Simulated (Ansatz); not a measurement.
# TaN: single-point calculation (part 1 of 3)

System: TaN (6 atoms in the cell).
Method: DFT LDA+U, scalar-relativistic, plane waves, PAW, Ueff = 3 eV on Ta atom 1 d; Ueff = 3 eV on Ta atom 2 d; Ueff = 3 eV on Ta atom 3 d, spin-polarised (Ansatz 0.2.0).

The structure derives from an entry of the Crystallography Open Database. It belongs to a series of runs on one base structure; here: natural orbitals of the symmetric run, filled by rank. Figures and captions count atoms from 1; the log counts them from 0 in places.

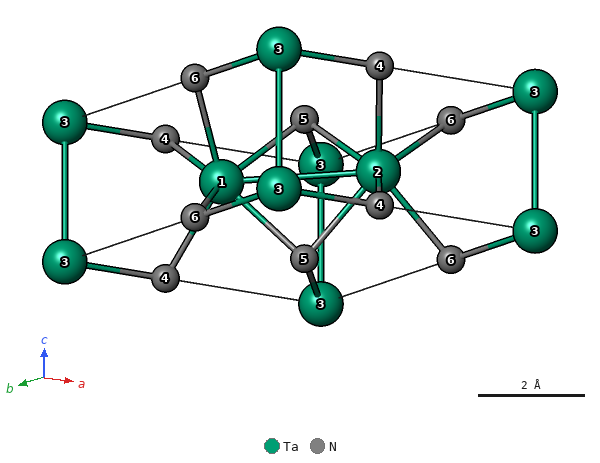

*The input geometry (ball-and-stick view of the cell of the calculation, seen at an oblique angle; atoms are numbered from 1 in the order of the input).*

### Key numbers

| quantity | value |
| --- | --- |
| outcome | converged |
| space group (tolerance 0.01 Å) | P-62m (189) |
| electrons treated | 54 |
| free energy | −30167.3273 eV |
| Fermi energy | 19.636 eV |
| gap on the k-point mesh | none (metallic) |
| net moment of the cell | 0.00 μB |
| integrated absolute moment | 0.00 μB |
| pressure | −7.34 GPa |
| largest force (length of the vector) | 0.052 eV/Å |
| hardware | 4 threads of Arm Neoverse V1, 24 GiB of memory available, shared host |
| wall time | 14 s (CPU time 52 s) |
| peak memory | 0.43 GiB |

### Remarks

The program warns: some starting moments were not kept; the typed occupations were not kept; the occupation matrices lower the symmetry. Spin–orbit coupling is left out, which matters for Ta. The cell is under a tension of 7.3 GPa at this level, so it is not at its equilibrium volume.

### Input file
```yaml
crystal:
  lattice:
    - [5.19600015, 0.0, 0.0]
    - [-2.59800008, 4.49986813, 0.0]
    - [0.0, 0.0, 2.9109996]
  atoms:
    - { symbol: Ta, position: [0.3333333333, 0.6666666667, 0.5], spin: 2.0 }
    - { symbol: Ta, position: [0.6666666667, 0.3333333333, 0.5], spin: 2.0 }
    - { symbol: Ta, position: [0.0, 0.0, 0.0], spin: 2.0 }
    - { symbol: "N", position: [0.39285, 0.0, 0.0] }
    - { symbol: "N", position: [0.60715, 0.60715, 0.0] }
    - { symbol: "N", position: [0.0, 0.39285, 0.0] }
basis:
  ecutwfc: 420
  ecutrho_ratio: 4
kpoints:
  mp_grid: { grid: [4, 4, 6] }
hamiltonian:
  xc: lda
  hubbard:
    sites:
      - { site: 0, l: d, u_eff: 3.0, starting_ns: [{ spin: up, occupation_matrix: s0up }, { spin: down, occupation_matrix: s0down }] }
      - { site: 1, l: d, u_eff: 3.0, starting_ns: [{ spin: up, occupation_matrix: s1up }, { spin: down, occupation_matrix: s1down }] }
      - { site: 2, l: d, u_eff: 3.0, starting_ns: [{ spin: up, occupation_matrix: s2up }, { spin: down, occupation_matrix: s2down }] }
    occupation_matrices:
      s0up:
        matrix:
          - [0.97, 0.0, 0.0, 0.0, 0.0]
          - [0.0, 0.02, 0.0, 0.0, 0.0]
          - [0.0, 0.0, 0.02, 0.0, 0.0]
          - [0.0, 0.0, 0.0, 0.02, 0.0]
          - [0.0, 0.0, 0.0, 0.0, 0.97]
      s0down:
        matrix:
          - [0.02, 0.0, 0.0, 0.0, 0.0]
          - [0.0, 0.02, 0.0, 0.0, 0.0]
          - [0.0, 0.0, 0.02, 0.0, 0.0]
          - [0.0, 0.0, 0.0, 0.02, 0.0]
          - [0.0, 0.0, 0.0, 0.0, 0.02]
      s1up:
        matrix:
          - [0.97, 0.0, 0.0, 0.0, 0.0]
          - [0.0, 0.02, 0.0, 0.0, 0.0]
          - [0.0, 0.0, 0.02, 0.0, 0.0]
          - [0.0, 0.0, 0.0, 0.02, 0.0]
          - [0.0, 0.0, 0.0, 0.0, 0.97]
      s1down:
        matrix:
          - [0.02, 0.0, 0.0, 0.0, 0.0]
          - [0.0, 0.02, 0.0, 0.0, 0.0]
          - [0.0, 0.0, 0.02, 0.0, 0.0]
          - [0.0, 0.0, 0.0, 0.02, 0.0]
          - [0.0, 0.0, 0.0, 0.0, 0.02]
      s2up:
        matrix:
          - [0.97, 0.0, 0.0, 0.0, 0.0]
          - [0.0, 0.02, 0.0, 0.0, 0.0]
          - [0.0, 0.0, 0.97, 0.0, 0.0]
          - [0.0, 0.0, 0.0, 0.02, 0.0]
          - [0.0, 0.0, 0.0, 0.0, 0.02]
      s2down:
        matrix:
          - [0.02, 0.0, 0.0, 0.0, 0.0]
          - [0.0, 0.02, 0.0, 0.0, 0.0]
          - [0.0, 0.0, 0.02, 0.0, 0.0]
          - [0.0, 0.0, 0.0, 0.02, 0.0]
          - [0.0, 0.0, 0.0, 0.0, 0.02]
    ns_hold: { iters: 10 }
scf:
  occupations: { method: gaussian, width: 0.05 }
  lower_state_search: "off"
  max_iter: 150
output:
  forces: true
  stress: true
  eigenvalues: true
  populations: true
  hubbard: { sites: [{ site: 0, l: d }, { site: 1, l: d }, { site: 2, l: d }] }
  write_density: true
  write_potential: true
  elf: true
  volumetric_format: npy
magnetization:
  spin_polarized: true
```

Launch command:
```bash
ansatz run input.yaml --threads 4 --pin off --max-ram 6144MiB --backend cpu --events-out ev --progress --plain --runs-dir out
```

### Output
```
Warning: crystal.symmetry: narrowed to the stabiliser of the occupation matrices — unitary ops 12 → 4; lowered by the specified shells (site 0, l: d), (site 1, l: d), (site 2, l: d); largest admitted image defect 2.1e-9, smallest excluded 7.1e-1 — at a splitting's scale: the group the occupation matrices' own texture admits
Ta: projections on atomic orbitals take those of the free atom [Kr 4d10 4f14] 5s2 5p6 5d3 6s2, of charge +0.00 (hamiltonian.pseudopotentials.projection_atoms); the dataset's partial waves leave at most 6.0e-5 of an orbital's norm unspanned inside its sphere
N: projections on atomic orbitals take those of the free atom [He] 2s2 2p3, of charge +0.00 (hamiltonian.pseudopotentials.projection_atoms); the dataset's partial waves leave at most 9.3e-9 of an orbital's norm unspanned inside its sphere
Engine: ansatz 0.2.0, aarch64-unknown-linux-gnu
Pseudopotentials: kind: paw
Pseudopotential: Ta, paw, valence charge 13, recommended cutoff 420 eV (normal), Ta.paw.azcp
Pseudopotential: N, paw, valence charge 5, recommended cutoff 420 eV (normal), N.paw.azcp
Functional definition: SPW92
  exchange = slater_x
  correlation = pw_c
Crystal: 6 atoms, lattice volume = 68.063 Å³
Basis set: ecut = 420 eV, 1287 PW (Γ)
Bands: 36, of which v1, the nominal top of the filled ones, is band 27 counted from 1 (26 counted from 0)
Symmetry: 4 space group operations
k-points: 28 of 96 (time reversal used)
Non-local potential: Ta, projectors of the file, l = 0: 3, l = 1: 2, l = 2: 2, l = 3: 1
Non-local potential: N, projectors of the file, l = 0: 2, l = 1: 2, l = 2: 1
PAW form: soft (Blöchl's): semilocal exchange-correlation on the pseudo side does not see the compensation charge
PAW frozen core: Ta, regenerated for the run's functional, and the local potential with it (the file was generated under x = pbe(κ = 0.804, μ = 0.2195149727645171), c = pbe(β = 0.06672455060314922))
PAW frozen core: N, regenerated for the run's functional, and the local potential with it (the file was generated under x = pbe(κ = 0.804, μ = 0.2195149727645171), c = pbe(β = 0.06672455060314922))
PAW one-centre angular grid: Ta, 590 points (default); XC on 64 Gauss nodes
PAW one-centre angular grid: N, 110 points (default); XC on 64 Gauss nodes
Initial density: superposition of atomic densities (chi_scale 0.1, normalization cell, long waves kept (reshape's long-wave potential 0.01 eV rms))
Starting moments: Σ|m| = 6 μB on 3 of 6 sites
Initial wavefunctions: pseudopotential atomic-orbital guess
Functional: x = slater, c = lda
```
